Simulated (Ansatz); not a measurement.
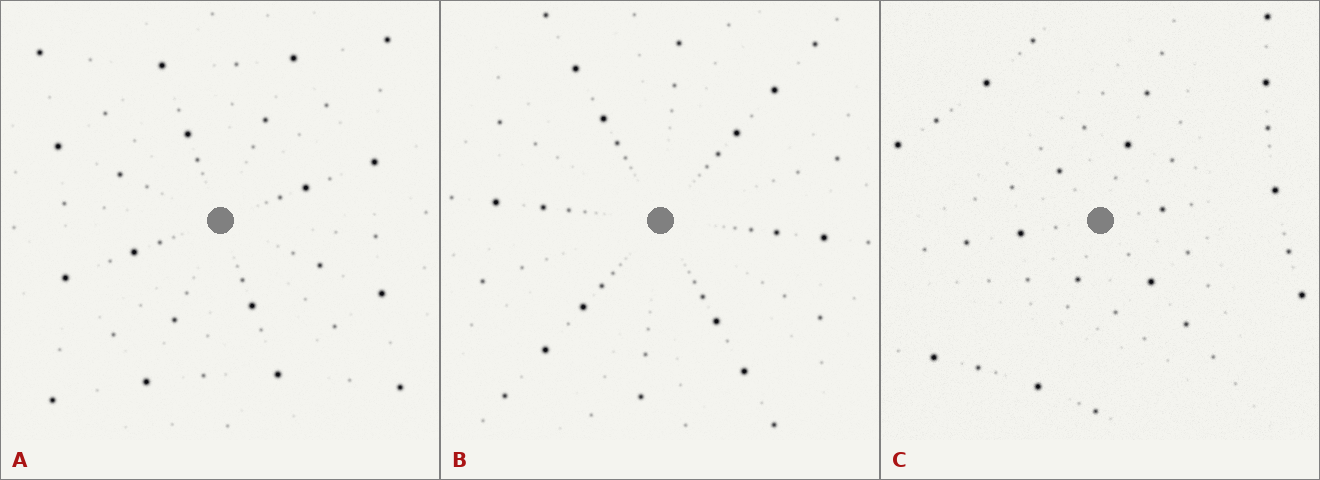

Simulated back-reflection Laue patterns (white X-rays, 0.45 to 2.2 Å, flat plate covering ±45° about the beam, kinematic intensities, seen from the source). Crystal: Ru, space group Im-3m (No. 229), a = 3.03 Å. Structure: the input geometry of an electronic-structure calculation (not necessarily at equilibrium); the starting structure was generated, so it need not be a known form of this composition.

Q: The directions [001], [110], [111] point towards the source, in some order. Which is which?

A: A: [001], symmetry 4mm (a fourfold axis with mirror lines). B: [110], symmetry 2mm (a twofold axis with two mirror lines). C: [111], symmetry 3m (a threefold axis with three mirror lines). The Laue class is m-3m.
